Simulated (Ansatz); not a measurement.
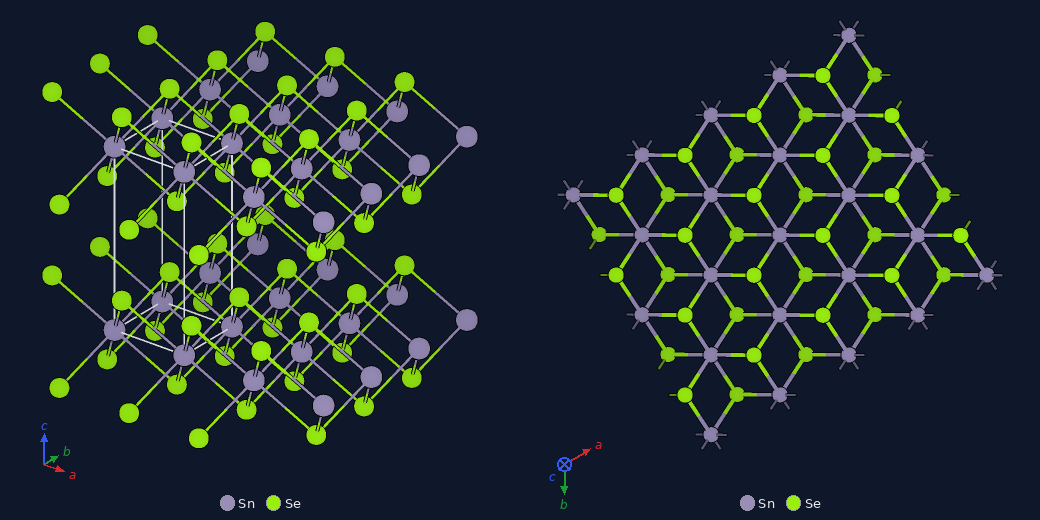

Left: the structure. Right: its underlying net. Nodes are coloured by element. One layer is drawn. Edges to nodes outside the piece are drawn as stubs.

The compound is SnSe2 (space group P-3m1, No. 164), taken as the geometry relaxed with DFT PBEsol, scalar-relativistic, plane waves, PAW (Ansatz 0.2.0).

Bonds are taken as Se–Sn below 3.1 Å; no other contact counts. Simplification: prune 0- and 1-connected atoms, fold 2-connected ones into links.

The result is a binodal (3,6)-connected, two-periodic (layers) net: Se is a 3-connected node; Sn is a 6-connected node, in the ratio 2:1. It is the kgd net, known from the layers of CdI2 (1T type). The layers lie parallel to (001).

```tsv
node	links	point symbol	coordination sequence
Se	3	4³	3 12 9 24 15 36
Sn	6	4⁶·6⁶·8³	6 6 18 12 30 18
```
